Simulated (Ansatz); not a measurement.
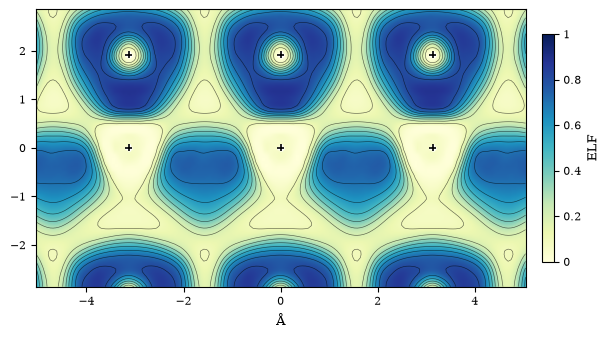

The electron localisation function on a plane through atoms (crosses mark nuclei in the plane).

Method: Ansatz 0.2.0, DFT PBE, scalar-relativistic, plane waves, PAW.

Candidates:
A. HfO2, a = 5.10 Å, b = 5.10 Å, c = 5.10 Å, α = 90.00°, β = 90.00°, γ = 90.00°. Space group Fm-3m.
B. AlN, a = 3.13 Å, b = 3.13 Å, c = 5.02 Å, α = 90.00°, β = 90.00°, γ = 120.00°. Space group P6₃mc.

> Which candidate gave the map?

Candidate B: AlN on the (010) plane of the conventional cell, which holds Al and N. Al–N (1.91 Å): the ELF peaks at about 0.90 in the valence shell of N, 0.7 Å from its nucleus, and is about 0.85 at the midpoint.
